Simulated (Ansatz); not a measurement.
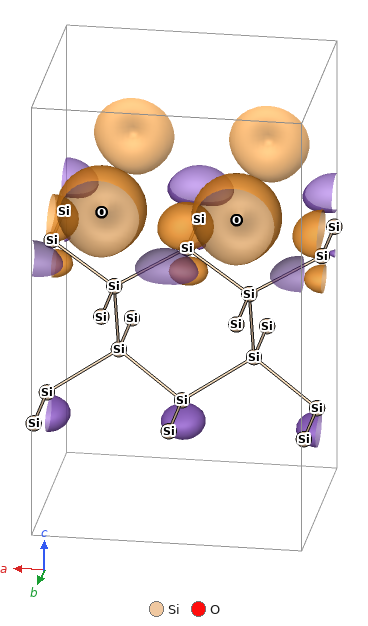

The picture shows: Si8O (slab). Isosurfaces of the magnetisation density (up minus down) at +0.02 (orange) and −0.02 e/Å³ (purple), seen at an oblique angle. Sticks mark near contacts.

A point of a scan over the structure, not its minimum; not relaxed (largest force 1.2 eV/Å); PAW files of the earlier set (soft_1); spin-polarised.

Method: DFT PBE+D3(BJ), scalar-relativistic, plane waves, PAW in Ansatz 0.2.0.

Core electrons are frozen (PAW), and the valence fields are smoothed inside the atomic spheres.

Q: Which atoms carry the moments, and with what signs?

A: The spin density sits on O: +1.5 μB in one cell of 9 atoms, with smaller moments on other sites: Si (up to +0.05 μB): a single local moment. The cell of the calculation (9 atoms) carries 1.5 μB of net spin moment.
